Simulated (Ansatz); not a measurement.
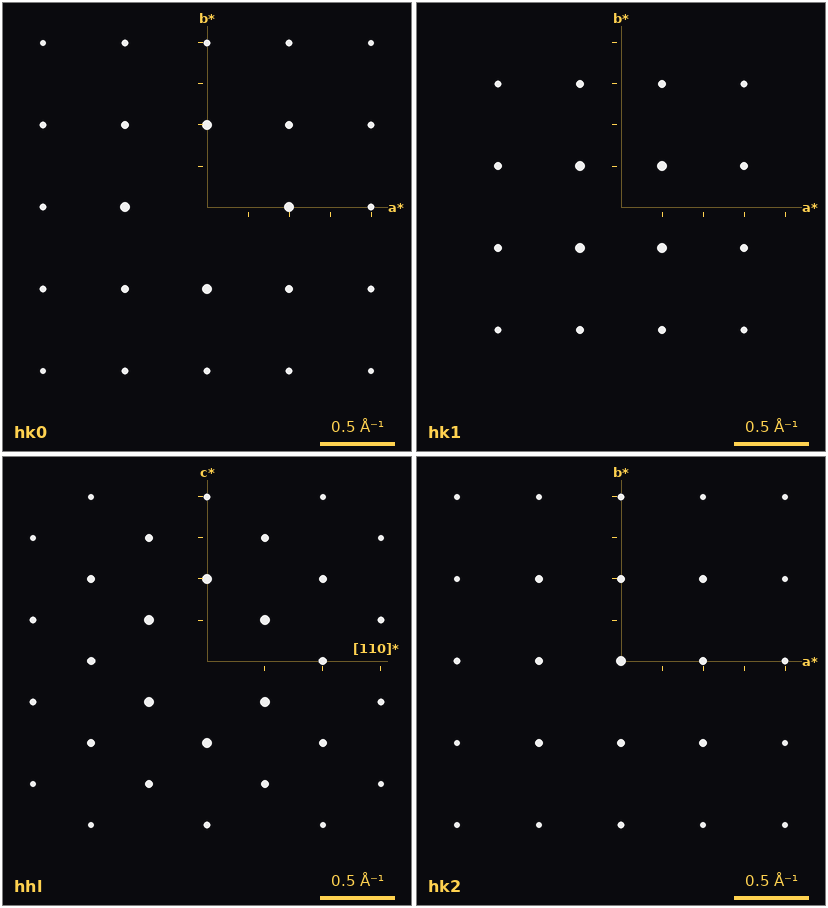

Four undistorted layers of reciprocal space, calculated for a single crystal (X-rays, kinematic |F|², B = 0.5 Å²). Tick marks count the reciprocal lattice steps of the conventional cell along each axis.

**What cell do the layers give?**

a* = 0.281, b* = 0.281, c* = 0.281 Å⁻¹; the cell is cubic with a = 3.56 Å.

**List the systematic absences.**

Reflections are present only under these conditions. hkl: h + k = 2n, h + l = 2n; hk0: h = 2n, k = 2n; hhl: h + l = 2n; h00: h = 2n. The lattice is face-centred (F).

**Which space groups fit?**

The intensities have Laue symmetry m-3m (the hk0 layer shows 4mm, hk1 shows 4mm). With these conditions the candidates are F432 (No. 209), F-43m (No. 216), Fm-3m (No. 225). Diffraction geometry alone does not choose among them; the structure has Fm-3m. The compound is Cu. Structure: the geometry relaxed with DFT PBEsol, scalar-relativistic, plane waves, PAW in Ansatz; the starting structure was generated, so it need not be a known form of this composition.
